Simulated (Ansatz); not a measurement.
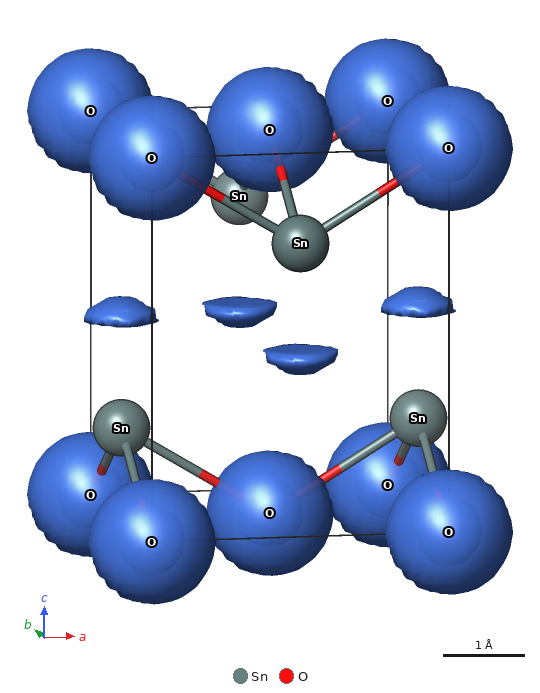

Figure. SnO. Isosurface of the ELF at 0.75 (blue), seen slightly off an axis. Only the valence region is drawn (cores and ρ < 0.01 e/Å³ removed). Sticks mark near contacts.

Space group P4/nmm; a structure from a database of computed crystals, not necessarily the ambient phase.

Theory: Ansatz 0.2.0, Kohn-Sham DFT of a periodic cell, r2SCAN with rVV10, Ansatz PAW.

Question: Describe the localisation domains.

Answer: The ELF exceeds this value in two lobes on Sn, pointing away from the bonds (lone pairs) and two regions wrapped around O (the valence shell of each), counted in one cell of 4 atoms. Any copies at cell faces, edges or corners count once. Along the contacts the grid gives the following. Sn–O (2.21 Å): the ELF peaks at about 0.85 in the valence shell of O, 0.6 Å from its nucleus, and is about 0.20 at the midpoint (no localised pair shows between them).

Question: Metal or insulator at this level of theory?

Answer: It is gapped, with a Kohn–Sham gap of 0.38 eV on the k-point mesh (the band edges may lie off the mesh, which would make the gap smaller).
